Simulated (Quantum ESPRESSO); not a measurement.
**Band-structure run of AlN (part 2 of 2)**

AlN (F-43m, 2 atoms in the cell); Kohn-Sham DFT of a periodic cell, PBEsol, PseudoDojo 0.4.1 SR PBEsol standard, no spin polarisation (Quantum ESPRESSO 7.5); cutoff 1142.88 eV, 10×10×10 k-mesh, fermi-dirac of 0.05 eV. The structure derives from a Materials Project entry.

Geometry of the input (Å; fractional positions):
```
0.0000  2.1840  2.1840
2.1840  0.0000  2.1840
2.1840  2.1840  0.0000
Al 0.0000  0.0000  0.0000
N  0.2500  0.2500  0.2500
```

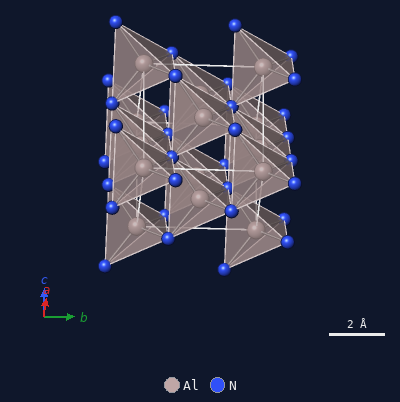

*The structure (polyhedral view of the cell 4 times as large as that of the calculation, set on its symmetry axes, seen at an oblique angle; polyhedra are completed across the faces of the cell).*

## Output, continued
```
     iteration #  8     ecut=    84.00 Ry     beta= 0.50
     Davidson diagonalization with overlap
     ethr =  3.75E-08,  avg # of iterations =  2.0

     total energy              =     -25.52673015 Ry
     estimated scf accuracy    <       0.00000024 Ry

     iteration #  9     ecut=    84.00 Ry     beta= 0.50
     Davidson diagonalization with overlap
     ethr =  2.98E-09,  avg # of iterations =  2.2

     total energy              =     -25.52673023 Ry
     estimated scf accuracy    <          6.3E-10 Ry

     iteration # 10     ecut=    84.00 Ry     beta= 0.50
     Davidson diagonalization with overlap
     ethr =  7.92E-12,  avg # of iterations =  4.1

     total energy              =     -25.52673023 Ry
     estimated scf accuracy    <          1.0E-09 Ry

     iteration # 11     ecut=    84.00 Ry     beta= 0.50
     Davidson diagonalization with overlap
     ethr =  7.92E-12,  avg # of iterations =  3.1

     total energy              =     -25.52673023 Ry
     estimated scf accuracy    <          9.1E-09 Ry

     iteration # 12     ecut=    84.00 Ry     beta= 0.50
     Davidson diagonalization with overlap
     ethr =  7.92E-12,  avg # of iterations =  2.0

     total energy              =     -25.52673023 Ry
     estimated scf accuracy    <          5.6E-10 Ry

     iteration # 13     ecut=    84.00 Ry     beta= 0.50
     Davidson diagonalization with overlap
     ethr =  6.97E-12,  avg # of iterations =  2.0

     End of self-consistent calculation

          k = 0.0000 0.0000 0.0000 (  1837 PWs)   bands (ev):

    -8.0906   6.8627   6.8627   6.8627  10.9812  19.3340  19.3340  19.3340
    24.5137

          k = 0.0707 0.0707-0.0707 (  1841 PWs)   bands (ev):

    -7.9425   6.0416   6.8104   6.8104  11.6446  18.9406  19.4655  19.4655
    23.2192

          k = 0.1414 0.1414-0.1414 (  1841 PWs)   bands (ev):

    -7.5205   4.4228   6.6801   6.6801  12.7639  18.1309  19.3901  19.3901
    22.6827

          k = 0.2121 0.2121-0.2121 (  1841 PWs)   bands (ev):

    -6.9053   2.7607   6.5309   6.5309  13.5974  17.3629  18.7275  18.7275
    23.7305

          k = 0.2828 0.2828-0.2828 (  1832 PWs)   bands (ev):

    -6.2863   1.4581   6.4186   6.4186  14.0216  16.8143  18.1290  18.1290
    24.3454

          k =-0.3536-0.3536 0.3536 (  1850 PWs)   bands (ev):

    -6.0033   0.9391   6.3775   6.3775  14.1458  16.6062  17.9099  17.9099
    24.6577

          k = 0.1414-0.0000 0.0000 (  1840 PWs)   bands (ev):

    -7.8933   6.0605   6.6538   6.6538  11.8418  18.7137  19.6104  19.6104
    21.4257

          k = 0.2121 0.0707-0.0707 (  1834 PWs)   bands (ev):

    -7.5628   4.8634   6.4462   6.5494  12.7164  18.1245  19.1572  19.7852
    20.8473

          k = 0.2828 0.1414-0.1414 (  1834 PWs)   bands (ev):

    -7.0096   3.3116   6.2720   6.3694  13.5478  17.2825  18.4447  19.4283
    21.8519

          k = 0.3536 0.2121-0.2121 (  1838 PWs)   bands (ev):

    -6.3788   1.9345   6.1245   6.1907  14.0969  16.3044  18.4798  18.7907
    23.1875

          k =-0.2828-0.4243 0.4243 (  1837 PWs)   bands (ev):

    -5.9579   1.1532   5.9106   6.2251  14.4990  15.6478  18.3399  18.6073
    24.5671

          k =-0.2121-0.3536 0.3536 (  1825 PWs)   bands (ev):

    -6.0531   1.3229   5.8018   6.3620  14.5724  15.7176  18.2673  18.6313
    25.0224

          k =-0.1414-0.2828 0.2828 (  1842 PWs)   bands (ev):

    -6.5852   2.3493   5.8419   6.5577  14.1613  16.5897  18.5585  18.6295
    23.0960

          k =-0.0707-0.2121 0.2121 (  1836 PWs)   bands (ev):

    -7.2140   3.8007   6.0463   6.7440  13.4230  17.7373  18.6402  19.3418
    21.6028

          k = 0.0000-0.1414 0.1414 (  1847 PWs)   bands (ev):

    -7.7030   5.2067   6.4154   6.8449  12.4144  18.5145  19.2675  19.6450
    21.6206

          k = 0.2828-0.0000 0.0000 (  1840 PWs)   bands (ev):

    -7.3334   4.6446   6.1529   6.1529  12.8940  17.5651  18.6477  20.3225
    20.3225

          k = 0.3536 0.0707-0.0707 (  1829 PWs)   bands (ev):

    -6.8735   3.6485   5.8678   5.9151  13.0017  17.1881  17.9727  20.4498
    21.0976

          k = 0.4243 0.1414-0.1414 (  1833 PWs)   bands (ev):

    -6.2958   2.5193   5.4204   5.8078  13.1252  16.7826  18.1894  20.0190
    22.0197

          k =-0.2121-0.4950 0.4950 (  1819 PWs)   bands (ev):

    -5.8252   1.7182   4.9360   5.8596  13.4163  16.3173  18.8711  19.4711
    22.9425

          k =-0.1414-0.4243 0.4243 (  1832 PWs)   bands (ev):

    -5.7515   1.6103   4.6216   6.0555  13.9869  15.9464  19.0200  19.1187
    24.2368

          k =-0.0707-0.3536 0.3536 (  1825 PWs)   bands (ev):

    -6.1301   2.2105   4.6399   6.3374  14.6446  15.8218  18.5457  19.0694
    23.1725

          k = 0.0000-0.2828 0.2828 (  1849 PWs)   bands (ev):

    -6.7034   3.0686   5.1484   6.6059  14.3320  16.7114  18.1620  19.2601
    21.7588

          k = 0.4243 0.0000-0.0000 (  1832 PWs)   bands (ev):

    -6.5240   3.3219   5.6060   5.6060  12.0806  16.4603  18.6378  21.2391
    21.2391

          k = 0.4950 0.0707-0.0707 (  1816 PWs)   bands (ev):

    -6.0513   2.6788   5.1364   5.4404  11.6615  16.2918  19.0067  21.3229
    21.8215

          k =-0.1414-0.5657 0.5657 (  1823 PWs)   bands (ev):

    -5.6293   2.2478   4.2750   5.4602  11.8933  16.6606  19.2311  20.8871
    22.1317

          k =-0.0707-0.4950 0.4950 (  1825 PWs)   bands (ev):

    -5.4791   2.2614   3.4973   5.6604  12.5569  16.8932  19.4061  20.3060
    22.4785

          k =-0.0000-0.4243 0.4243 (  1820 PWs)   bands (ev):

    -5.6917   2.3229   3.5791   5.9884  13.5582  16.5674  18.9279  19.7006
    23.9372

          k = 0.5657-0.0000 0.0000 (  1808 PWs)   bands (ev):

    -5.7201   2.3177   5.2082   5.2082  10.6363  15.6474  20.0076  22.0765
    22.0765

          k =-0.0707-0.6364 0.6364 (  1812 PWs)   bands (ev):

    -5.4390   2.1029   4.6512   5.1696  10.6266  15.7907  20.2980  22.0213
    22.1855

          k = 0.0000-0.5657 0.5657 (  1816 PWs)   bands (ev):

    -5.3477   2.3449   3.6201   5.3332  11.4008  16.5416  20.0975  21.3656
    21.8709

          k =-0.7071 0.0000 0.0000 (  1772 PWs)   bands (ev):

    -5.3570   1.9123   5.0649   5.0649  10.0511  15.3688  20.6864  22.4375
    22.4375

          k = 0.2828 0.1414 0.0000 (  1832 PWs)   bands (ev):

    -7.1658   4.0046   5.8494   6.4969  13.3576  17.7001  18.0930  19.9917
    20.9118

          k = 0.3536 0.2121-0.0707 (  1838 PWs)   bands (ev):

    -6.5949   2.8556   5.3789   6.3129  13.9034  16.7539  18.0545  19.5619
    21.9172

          k =-0.2828-0.4243 0.5657 (  1820 PWs)   bands (ev):

    -6.0337   1.8297   5.1553   6.0807  14.2087  15.8992  18.6199  19.1286
    23.2955

          k =-0.2121-0.3536 0.4950 (  1824 PWs)   bands (ev):

    -5.7833   1.4058   5.0979   5.9746  14.3354  15.5457  18.8668  19.0302
    24.3523

          k = 0.4243 0.1414-0.0000 (  1824 PWs)   bands (ev):

    -6.4008   3.0035   5.2383   5.7688  12.7285  16.9751  17.9374  20.6647
    21.6096

          k =-0.2121-0.4950 0.6364 (  1823 PWs)   bands (ev):

    -5.8903   2.3604   4.6482   5.5014  12.7990  16.9670  18.1690  20.3567
    22.4354

          k =-0.1414-0.4243 0.5657 (  1820 PWs)   bands (ev):

    -5.5764   2.0066   4.1481   5.4561  13.1242  16.7005  18.8608  19.9451
    23.1155

          k =-0.0707-0.3536 0.4950 (  1830 PWs)   bands (ev):

    -5.6591   2.1228   3.9744   5.6785  13.6033  16.4938  18.7360  19.7548
    23.6753

          k = 0.0000-0.2828 0.4243 (  1832 PWs)   bands (ev):

    -6.0785   2.4814   4.4141   6.0322  13.9977  16.4889  18.0865  19.7078
    22.6382

          k =-0.1414-0.5657 0.7071 (  1825 PWs)   bands (ev):

    -5.6611   2.3569   4.7974   5.0201  11.4269  16.3007  19.3668  21.2580
    22.3954

          k =-0.0707-0.4950 0.6364 (  1821 PWs)   bands (ev):

    -5.4002   2.3899   3.8714   4.9564  11.9077  16.8685  19.4095  20.5224
    22.7904

          k = 0.0000-0.4243 0.5657 (  1821 PWs)   bands (ev):

    -5.4038   2.7474   3.0575   5.2350  12.6968  17.1369  19.2738  19.9250
    23.0877

          k =-0.7071 0.1414 0.0000 (  1804 PWs)   bands (ev):

    -5.3368   2.1322   4.6406   4.6816  10.9166  16.0645  20.3537  21.1828
    22.7440

          k =-0.1414-0.4243 0.7071 (  1824 PWs)   bands (ev):

    -5.5256   2.4651   3.8971   4.9486  12.8826  17.4934  18.0431  20.1828
    23.3139

          k =-0.0707-0.3536 0.6364 (  1820 PWs)   bands (ev):

    -5.3757   2.6527   3.4882   4.6770  12.9584  17.4885  18.6944  19.6212
    23.7409

          k =-0.7071 0.2828 0.0000 (  1816 PWs)   bands (ev):

    -5.3035   2.7490   3.7253   4.1896  12.4808  17.6147  19.1260  19.3985
    23.6195

     the Fermi energy is     8.4659 ev

!    total energy              =     -25.52673023 Ry
     estimated scf accuracy    <          5.9E-11 Ry
     smearing contrib. (-TS)   =      -0.00000000 Ry
     internal energy E=F+TS    =     -25.52673023 Ry

     The total energy is F=E-TS. E is the sum of the following terms:
     one-electron contribution =      -0.88097791 Ry
     hartree contribution      =       5.56566956 Ry
     xc contribution           =      -8.41146266 Ry
     ewald contribution        =     -21.79995921 Ry

     convergence has been achieved in  13 iterations

     Forces acting on atoms (cartesian axes, Ry/au):

     atom    1 type  1   force =    -0.00000000    0.00000000    0.00000000
     atom    2 type  2   force =     0.00000000   -0.00000000    0.00000000

     Total force =     0.000000     Total SCF correction =     0.000000

     Computing stress (Cartesian axis) and pressure

          total   stress  (Ry/bohr**3)                   (kbar)     P=       12.11
   0.00008235  -0.00000000  -0.00000000           12.11       -0.00       -0.00
  -0.00000000   0.00008235  -0.00000000           -0.00       12.11       -0.00
  -0.00000000  -0.00000000   0.00008235           -0.00       -0.00       12.11

=------------------------------------------------------------------------------=
   JOB DONE.
=------------------------------------------------------------------------------=
```

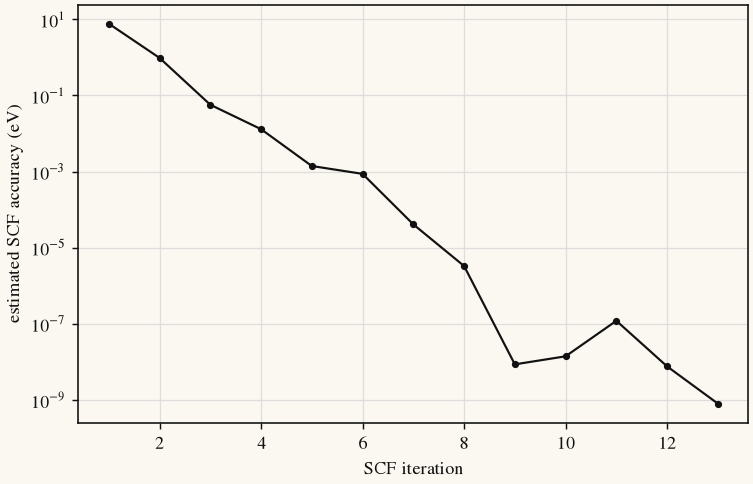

*Convergence of the self-consistent field: estimated SCF accuracy against the iteration.*

The field takes 13 iterations in all.

## Key numbers

- outcome: converged
- space group (tolerance 0.01 Å): F-43m (216)
- electrons treated: 8
- free energy: −347.3089 eV
- Fermi energy of the self-consistent step: 8.466 eV
- gap on the k-point mesh: 3.19 eV
- gap on the band path: 3.19 eV
- pressure: 1.21 GPa
- largest force (length of the vector): under 0.001 eV/Å
- hardware: 1 thread of Arm Neoverse V2, 24 GiB of memory available, shared host
- wall time: 22 s
- peak memory: 0.09 GiB
